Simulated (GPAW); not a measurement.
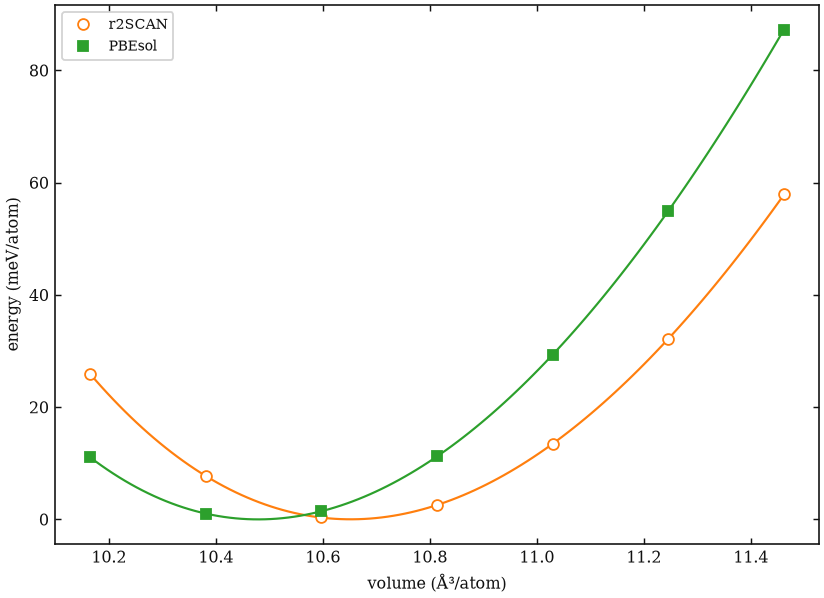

The figure shows the energy against volume, with one curve for each functional, for TaN (space group Fm-3m).

Method: PAW DFT in plane waves, on a grid or in atomic orbitals, no spin polarisation; energies at scaled volumes of the given cell, shape and fractions fixed, counted from the fit's minimum, third-order Birch-Murnaghan fit (GPAW 26.7.0). All runs: no spin polarisation.

k mesh 10×10×10; occupations Fermi–Dirac; smearing width 0.05 eV; wave cutoff 800 eV.

Settings that differ: r2SCAN: potentials GPAW-PAW-data-sets-(gpaw-data-1.2.1); PBEsol: potentials PAW-data-sets-made-by gpaw-setup-for-the-functional.

### Order the curves by fitted equilibrium volume, smallest first.

PBEsol 10.479, r2SCAN 10.652 Å³/atom.

### Order the curves by fitted bulk modulus, smallest first.

r2SCAN 342.9, PBEsol 356.5 GPa.

The computed values:

r2SCAN:
```tsv
volume (Å³/atom)	energy (meV/atom)
10.16	25.95
10.38	7.70
10.60	0.33
10.81	2.58
11.03	13.43
11.25	32.18
11.46	57.88
```

PBEsol:
```tsv
volume (Å³/atom)	energy (meV/atom)
10.16	11.11
10.38	1.03
10.60	1.45
10.81	11.22
11.03	29.29
11.25	54.96
11.46	87.27
```
